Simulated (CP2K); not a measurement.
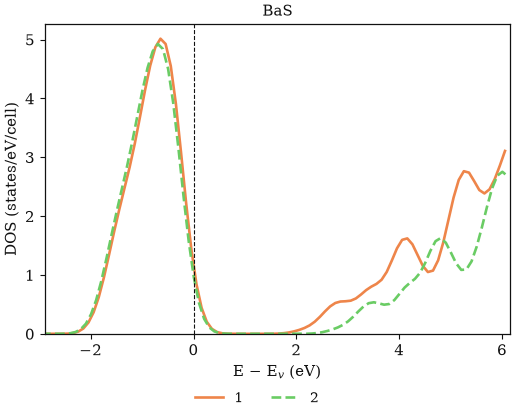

Total densities of states of rocksalt BaS, space group Fm-3m, 2 atoms in the primitive cell (cubic a = 6.387 Å), by two methods on the same cell. The DOS curves are built from the levels of the k mesh with Gaussians 0.55 eV wide, which also blur the band edges; ripples of that width can come from the mesh. Each is counted from its own valence-band top.

Question: Which curve is which? The methods: r2SCAN, PBE.

Answer: 1 is PBE; 2 is r2SCAN. PBE gives a gap of 2.13 eV and r2SCAN gives a gap of 2.74 eV.

Settings. PBE: POTENTIAL_UZH Ba GTH-PBE-q10, S GTH-PBE-q6; TZVP-MOLOPT-PBE-GTH basis, no spin polarisation, no spin-orbit coupling, 7×7×7 k mesh, Fermi-Dirac smearing of 0.1 eV (CP2K 2026.2). r2SCAN: POTENTIAL_UZH Ba GTH-SCAN-q10, S GTH-SCAN-q6; TZVP-MOLOPT-SCAN-GTH basis, no spin polarisation, no spin-orbit coupling, 7×7×7 k mesh, Fermi-Dirac smearing of 0.05 eV (CP2K 2026.2).

Gaps are the smallest over all k points computed. The basis of atomic orbitals isn't converged, which shifts gaps and empty levels. Spin-orbit coupling is left out, which matters for Ba. LDA, GGA and most meta-GGA functionals understate gaps.
